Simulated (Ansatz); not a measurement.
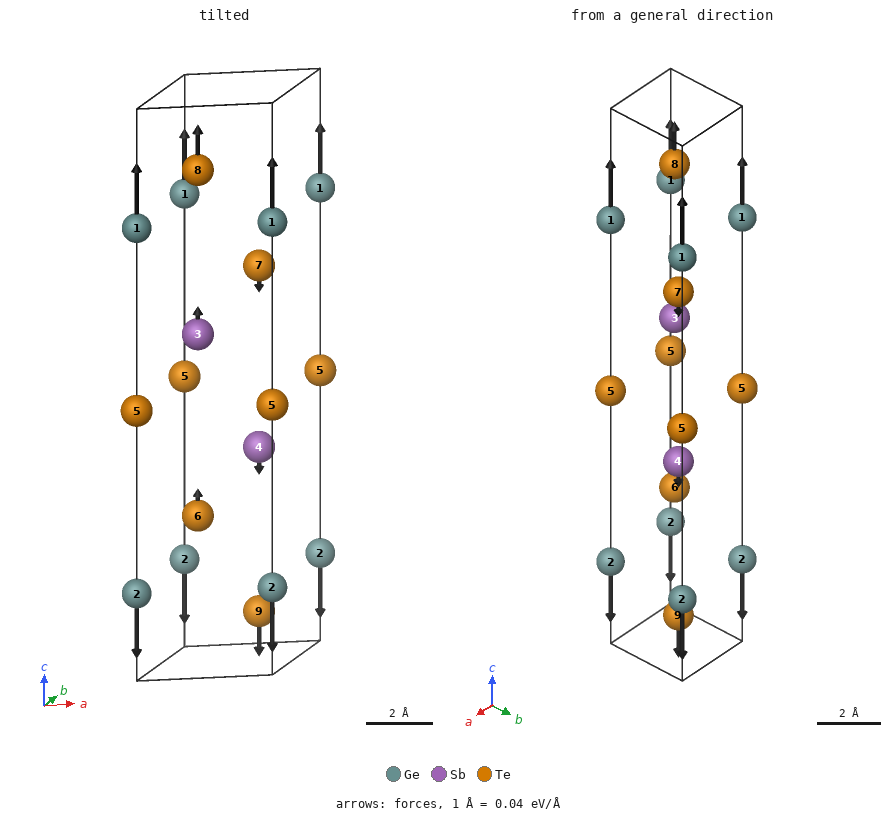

View slightly off an axis and from a general direction, drawn as a spheres-only model. The wireframe shows the simulation cell. The arrows are the computed forces on the atoms.

System: Ge2Sb2Te5. Results below were computed with DFT PBEsol, scalar-relativistic, plane waves, PAW in Ansatz; the settings were a cutoff energy of 420 eV, k-grid 11×11×3, Gaussian smearing of 0.15 eV, no spin polarisation.

### Could this be the end point of a relaxation?

No. The atoms still feel forces of up to about 0.066 eV/Å, above a usual threshold of 0.01 to 0.03 eV/Å.

### Which atom is pushed hardest?

Ge1 and Ge2, about 0.066 eV/Å.

The model was built from a structure listed in the Materials Project. The cell was then strained or its atoms displaced on purpose. Ansatz was used for an electronic-structure calculation on it.
